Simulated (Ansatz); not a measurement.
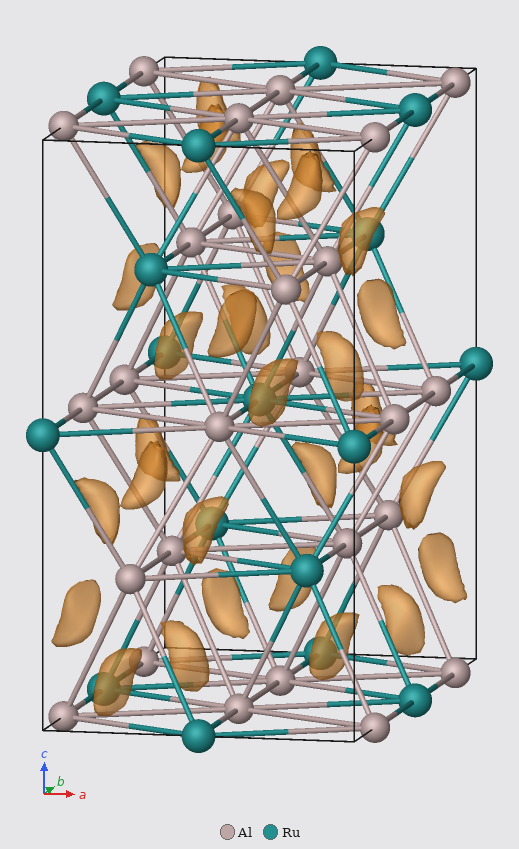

Figure. Al₂Ru. Isosurface of the ELF at 0.65 (orange), seen slightly off an axis. Only the valence region is drawn (cores and ρ < 0.01 e/Å³ removed). Sticks mark near contacts.

Space group Fddd; a structure from a database of computed crystals, not necessarily the ambient phase; changed on purpose from its base cell (volume × 0.94, shape and atoms relaxed); computed pressure about 13 GPa in this cell; computed without spin polarisation.

Method: DFT r2SCAN, scalar-relativistic, plane waves, PAW in Ansatz.

In a PAW calculation such maps are meaningful between the atoms, not at the nuclei.

Input file:

```
crystal:
  lattice:
    - [0.0, 3.9022359445, 4.3083340584]
    - [2.3052671139, 0.0, 4.3083340584]
    - [2.3052671139, 3.9022359445, 0.0]
  atoms:
    - { symbol: Al, position: [0.0794346748, 0.4205653252, 0.0794346748] }
    - { symbol: Al, position: [0.4205653252, 0.0794346748, 0.4205653252] }
    - { symbol: Al, position: [0.1705653252, 0.8294346748, 0.1705653252] }
    - { symbol: Al, position: [0.8294346748, 0.1705653252, 0.8294346748] }
    - { symbol: Ru, position: [0.75, 0.75, 0.75] }
    - { symbol: Ru, position: [0.5, 0.5, 0.5] }
basis:
  ecutwfc: 500
kpoints:
  mp_grid: { grid: [10, 10, 10] }
hamiltonian:
  xc: r2scan
scf:
  occupations: { method: gaussian, width: 0.01 }
output:
  forces: true
  stress: true
  eigenvalues: true
  write_density: true
  write_potential: true
  elf: true
  volumetric_format: npy
relax:
  adjacent_minimum: "off"
  f_tol: 0.01
  max_steps: 30
  cell: { stress_tol: 0.1, fix: [volume] }
```

Run with:

```sh
ansatz run input.yaml --threads 1 --pin off --max-ram 2560MiB --backend cpu --events-out ev --progress --plain --runs-dir out
```

Below, planes, directions and counts refer to the conventional cell (a = 4.61 Å, b = 7.79 Å, c = 8.63 Å, α = 90.00°, β = 90.00°, γ = 90.00°).

The fields are those of the relaxed geometry.

Identify the bonds, lone pairs and shells in this picture.

Answer. At this value the surface marks out 32 pockets between the atoms, centred on no nucleus (multi-centre or interstitial), counted in one cell of 24 atoms. Any copies at cell faces, edges or corners count once.

Values along the shortest contacts:
Al–Ru (2.52 Å): the ELF is about 0.40 at the midpoint. Al–Al (2.54 Å): the ELF peaks at about 0.60 between the atoms.
